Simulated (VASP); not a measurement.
**Run report: Rh, band-structure run (part 1 of 2)**

The run: band-structure run of Rh (1 atom in the cell). Method and program: Kohn-Sham DFT of a periodic cell, LDA, VASP PAW LDA potentials, recommended, no spin polarisation (VASP 6.6.1).

The structure derives from an entry of the Crystallography Open Database.

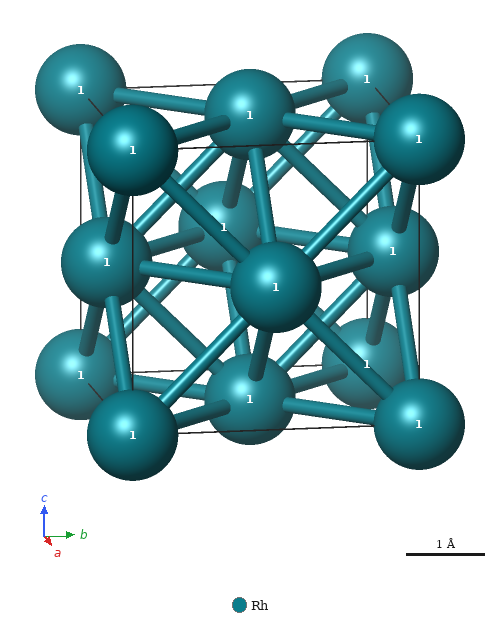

Fig. 1: The input geometry (ball-and-stick view of the cell 4 times as large as that of the calculation, set on its symmetry axes, seen slightly off an axis; atoms are numbered from 1 in the order of the input).

**Key numbers**

| quantity | value |
| --- | --- |
| outcome | converged |
| space group (tolerance 0.01 Å) | Fm-3m (225) |
| electrons treated | 15 |
| free energy | −8.6825 eV |
| Fermi energy of the self-consistent step | 12.385 eV |
| gap on the k-point mesh | none (metallic) |
| gap on the band path | 0.00 eV |
| pressure | 0.08 GPa |
| largest force (length of the vector) | under 0.001 eV/Å |
| hardware | 1 thread of Intel Xeon (Granite Rapids), 64 GiB of memory available, shared host |
| wall time | 11 s |
| peak memory | 0.15 GiB |

**INCAR**
```
  PREC = Accurate
  ENCUT = 520
  EDIFF = 1E-6
  ISMEAR = 1
  SIGMA = 0.1
  LREAL = False
  LASPH = True
  NELM = 80
  ALGO = Normal
  ISIF = 2
  LWAVE = False
  LCHARG = False
  LMAXMIX = 4
  GGA = CA
  NBANDS = 14
  ICORELEVEL = 1
```

**KPOINTS**
```
Automatic mesh
0
Gamma
  16 16 16
```

**KPOINTS_OPT**
```
explicit points
106
Reciprocal
 0.0000000000  0.0000000000  0.0000000000 1
 0.0555555556  0.0000000000  0.0555555556 1
 0.1111111111  0.0000000000  0.1111111111 1
 0.1666666667  0.0000000000  0.1666666667 1
 0.2222222222  0.0000000000  0.2222222222 1
 0.2777777778  0.0000000000  0.2777777778 1
 0.3333333333  0.0000000000  0.3333333333 1
 0.3888888889  0.0000000000  0.3888888889 1
 0.4444444444  0.0000000000  0.4444444444 1
 0.5000000000  0.0000000000  0.5000000000 1
 0.5000000000  0.0000000000  0.5000000000 1
 0.5000000000  0.0277777778  0.5277777778 1
 0.5000000000  0.0555555556  0.5555555556 1
 0.5000000000  0.0833333333  0.5833333333 1
 0.5000000000  0.1111111111  0.6111111111 1
 0.5000000000  0.1388888889  0.6388888889 1
 0.5000000000  0.1666666667  0.6666666667 1
 0.5000000000  0.1944444444  0.6944444444 1
 0.5000000000  0.2222222222  0.7222222222 1
 0.5000000000  0.2500000000  0.7500000000 1
 0.5000000000  0.2500000000  0.7500000000 1
 0.4861111111  0.2638888889  0.7500000000 1
 0.4722222222  0.2777777778  0.7500000000 1
 0.4583333333  0.2916666667  0.7500000000 1
 0.4444444444  0.3055555556  0.7500000000 1
 0.4305555556  0.3194444444  0.7500000000 1
 0.4166666667  0.3333333333  0.7500000000 1
 0.4027777778  0.3472222222  0.7500000000 1
 0.3888888889  0.3611111111  0.7500000000 1
 0.3750000000  0.3750000000  0.7500000000 1
 0.3750000000  0.3750000000  0.7500000000 1
 0.3333333333  0.3333333333  0.6666666667 1
 0.2916666667  0.2916666667  0.5833333333 1
 0.2500000000  0.2500000000  0.5000000000 1
 0.2083333333  0.2083333333  0.4166666667 1
 0.1666666667  0.1666666667  0.3333333333 1
 0.1250000000  0.1250000000  0.2500000000 1
 0.0833333333  0.0833333333  0.1666666667 1
 0.0416666667  0.0416666667  0.0833333333 1
 0.0000000000  0.0000000000  0.0000000000 1
 0.0000000000  0.0000000000  0.0000000000 1
 0.0555555556  0.0555555556  0.0555555556 1
 0.1111111111  0.1111111111  0.1111111111 1
 0.1666666667  0.1666666667  0.1666666667 1
 0.2222222222  0.2222222222  0.2222222222 1
 0.2777777778  0.2777777778  0.2777777778 1
 0.3333333333  0.3333333333  0.3333333333 1
 0.3888888889  0.3888888889  0.3888888889 1
 0.4444444444  0.4444444444  0.4444444444 1
 0.5000000000  0.5000000000  0.5000000000 1
 0.5000000000  0.5000000000  0.5000000000 1
 0.5138888889  0.4722222222  0.5138888889 1
 0.5277777778  0.4444444444  0.5277777778 1
 0.5416666667  0.4166666667  0.5416666667 1
 0.5555555556  0.3888888889  0.5555555556 1
 0.5694444444  0.3611111111  0.5694444444 1
 0.5833333333  0.3333333333  0.5833333333 1
 0.5972222222  0.3055555556  0.5972222222 1
 0.6111111111  0.2777777778  0.6111111111 1
 0.6250000000  0.2500000000  0.6250000000 1
 0.6250000000  0.2500000000  0.6250000000 1
 0.6111111111  0.2500000000  0.6388888889 1
 0.5972222222  0.2500000000  0.6527777778 1
 0.5833333333  0.2500000000  0.6666666667 1
 0.5694444444  0.2500000000  0.6805555556 1
 0.5555555556  0.2500000000  0.6944444444 1
 0.5416666667  0.2500000000  0.7083333333 1
 0.5277777778  0.2500000000  0.7222222222 1
 0.5138888889  0.2500000000  0.7361111111 1
 0.5000000000  0.2500000000  0.7500000000 1
 0.5000000000  0.2500000000  0.7500000000 1
 0.5000000000  0.2777777778  0.7222222222 1
 0.5000000000  0.3055555556  0.6944444444 1
 0.5000000000  0.3333333333  0.6666666667 1
 0.5000000000  0.3611111111  0.6388888889 1
 0.5000000000  0.3888888889  0.6111111111 1
 0.5000000000  0.4166666667  0.5833333333 1
 0.5000000000  0.4444444444  0.5555555556 1
 0.5000000000  0.4722222222  0.5277777778 1
 0.5000000000  0.5000000000  0.5000000000 1
 0.5000000000  0.5000000000  0.5000000000 1
 0.4861111111  0.4861111111  0.5277777778 1
 0.4722222222  0.4722222222  0.5555555556 1
 0.4583333333  0.4583333333  0.5833333333 1
 0.4444444444  0.4444444444  0.6111111111 1
 0.4305555556  0.4305555556  0.6388888889 1
 0.4166666667  0.4166666667  0.6666666667 1
 0.4027777778  0.4027777778  0.6944444444 1
 0.3888888889  0.3888888889  0.7222222222 1
 0.3750000000  0.3750000000  0.7500000000 1
 0.6250000000  0.2500000000  0.6250000000 1
 0.6111111111  0.2222222222  0.6111111111 1
 0.5972222222  0.1944444444  0.5972222222 1
 0.5833333333  0.1666666667  0.5833333333 1
 0.5694444444  0.1388888889  0.5694444444 1
 0.5555555556  0.1111111111  0.5555555556 1
 0.5416666667  0.0833333333  0.5416666667 1
 0.5277777778  0.0555555556  0.5277777778 1
 0.5138888889  0.0277777778  0.5138888889 1
 0.5000000000  0.0000000000  0.5000000000 1
 0.0000000000  0.0000000000  0.0000000000 1
 0.3750000000  0.3750000000  0.7500000000 1
 0.5000000000  0.5000000000  0.5000000000 1
 0.6250000000  0.2500000000  0.6250000000 1
 0.5000000000  0.2500000000  0.7500000000 1
 0.5000000000  0.0000000000  0.5000000000 1
```

**POSCAR**
```
Rh                                      
1.0
    0.0000000000      1.8784967767      1.8784967767
    1.8784967767      0.0000000000      1.8784967767
    1.8784967767      1.8784967767      0.0000000000
  Rh            
     1
Direct
     0.0000000000000000    0.0000000000000000    0.0000000000000000
```

Run as:
```bash
cat potpaw_LDA.64/Rh_pv/POTCAR > POTCAR
mpirun -np 1 vasp_std > vasp.out
```

**OSZICAR**
```
N       E                     dE             d eps       ncg     rms          rms(c)
DAV:   1     0.117859967703E+03    0.11786E+03   -0.87309E+03  4076   0.115E+03
DAV:   2    -0.769135629304E+01   -0.12555E+03   -0.12024E+03  4594   0.342E+02
DAV:   3    -0.924148274877E+01   -0.15501E+01   -0.15481E+01  4780   0.415E+01
DAV:   4    -0.924699140594E+01   -0.55087E-02   -0.55085E-02  4636   0.255E+00
DAV:   5    -0.924703809224E+01   -0.46686E-04   -0.46686E-04  4624   0.206E-01    0.116E+01
DAV:   6    -0.871180432466E+01    0.53523E+00   -0.87652E-01  4270   0.129E+01    0.401E+00
DAV:   7    -0.868801160800E+01    0.23793E-01   -0.18840E-02  4570   0.165E+00    0.184E+00
DAV:   8    -0.868266484349E+01    0.53468E-02   -0.56053E-03  4336   0.105E+00    0.205E-01
DAV:   9    -0.868247067743E+01    0.19417E-03   -0.28796E-04  4270   0.243E-01    0.517E-02
DAV:  10    -0.868247675052E+01   -0.60731E-05   -0.45636E-06  4498   0.255E-02    0.580E-03
DAV:  11    -0.868247661512E+01    0.13540E-06   -0.59260E-07  2228   0.106E-02
   1 F= -.86824766E+01 E0= -.86824132E+01  d E =-.190246E-03
       N       E                     dE             ncg
DAV:   1     0.332896018867E+03   -0.70665E+05     2976
DAV:   2    -0.128069469582E+05   -0.13140E+05     3310
DAV:   3    -0.129690982693E+05   -0.16215E+03     3418
DAV:   4    -0.129696962772E+05   -0.59801E+00     3304
DAV:   5    -0.129697016297E+05   -0.53525E-02     3406
DAV:   6    -0.129697017055E+05   -0.75804E-04     3370
DAV:   7    -0.129697017066E+05   -0.10813E-05     2462
DAV:   8    -0.129697017067E+05   -0.13532E-06     1886
```

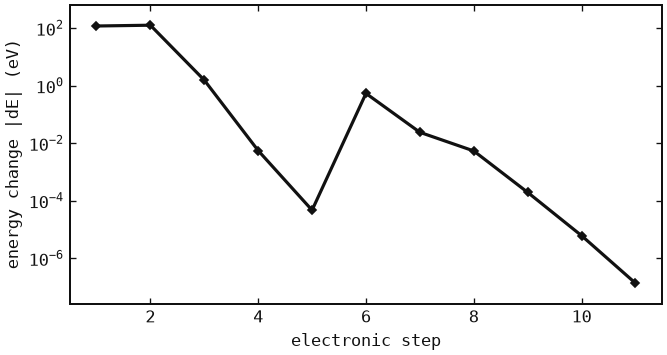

Fig. 2: Convergence of the self-consistent field: energy change |dE| against the electronic step. It takes 11 electronic steps. The density is held fixed in the first few steps, and dE rises again when its update begins.

**Parts of OUTCAR**
```
PREC = Accurate
   ENCUT = 520
   EDIFF = 1E-6
   ISMEAR = 1
   LREAL = False
   LASPH = True
   NELM = 80
   ISIF = 2
   GGA = CA

 ion  position               nearest neighbor table
   1  0.000  0.000  0.000-

  LATTYP: Found a face centered cubic cell.
 ALAT       =     3.7569935534

  Lattice vectors:

 A1 = (   0.0000000000,   1.8784967767,   1.8784967767)
 A2 = (   1.8784967767,   0.0000000000,   1.8784967767)
 A3 = (   1.8784967767,   1.8784967767,   0.0000000000)

Analysis of symmetry for initial positions (statically):
=====================================================================
 Subroutine PRICEL returns:
 Original cell was already a primitive cell.

 Routine SETGRP: Setting up the symmetry group for a
 face centered cubic supercell.

 Subroutine GETGRP returns: Found 48 space group operations
 (whereof 48 operations were pure point group operations)
 out of a pool of 48 trial point group operations.

The static configuration has the point symmetry O_h .

Analysis of symmetry for dynamics (positions and initial velocities):
=====================================================================
 Subroutine PRICEL returns:
 Original cell was already a primitive cell.

 Routine SETGRP: Setting up the symmetry group for a
 face centered cubic supercell.

 Subroutine GETGRP returns: Found 48 space group operations
 (whereof 48 operations were pure point group operations)
 out of a pool of 48 trial point group operations.

The dynamic configuration has the point symmetry O_h .

 Subroutine INISYM returns: Found 48 space group operations
 (whereof 48 operations are pure point group operations),
 and found     1 'primitive' translations

----------------------------------------------------------------------------------------

                                     Primitive cell

  volume of cell :      13.2575

  direct lattice vectors                    reciprocal lattice vectors
     0.000000000  1.878496777  1.878496777    -0.266170273  0.266170273  0.266170273
     1.878496777  0.000000000  1.878496777     0.266170273 -0.266170273  0.266170273
     1.878496777  1.878496777  0.000000000     0.266170273  0.266170273 -0.266170273

  length of vectors
     2.656595618  2.656595618  2.656595618     0.461020436  0.461020436  0.461020436

  position of ions in fractional coordinates (direct lattice)
     0.000000000  0.000000000  0.000000000

  ion indices of the primitive-cell ions
   primitive index   ion index
                 1           1

----------------------------------------------------------------------------------------

 KPOINTS: Automatic mesh

Automatic generation of k-mesh.
 Grid dimensions read from file:
 generate k-points for:   16   16   16

 Generating k-lattice:

  Cartesian coordinates                     Fractional coordinates (reciprocal lattice)
    -0.016635642  0.016635642  0.016635642     0.062500000  0.000000000  0.000000000
     0.016635642 -0.016635642  0.016635642     0.000000000  0.062500000  0.000000000
     0.016635642  0.016635642 -0.016635642     0.000000000  0.000000000  0.062500000

  Length of vectors
     0.028813777  0.028813777  0.028813777

  Shift w.r.t. Gamma in fractional coordinates (k-lattice)
     0.000000000  0.000000000  0.000000000

 Subroutine IBZKPT returns following result:
 ===========================================

 Found    145 irreducible k-points:
```
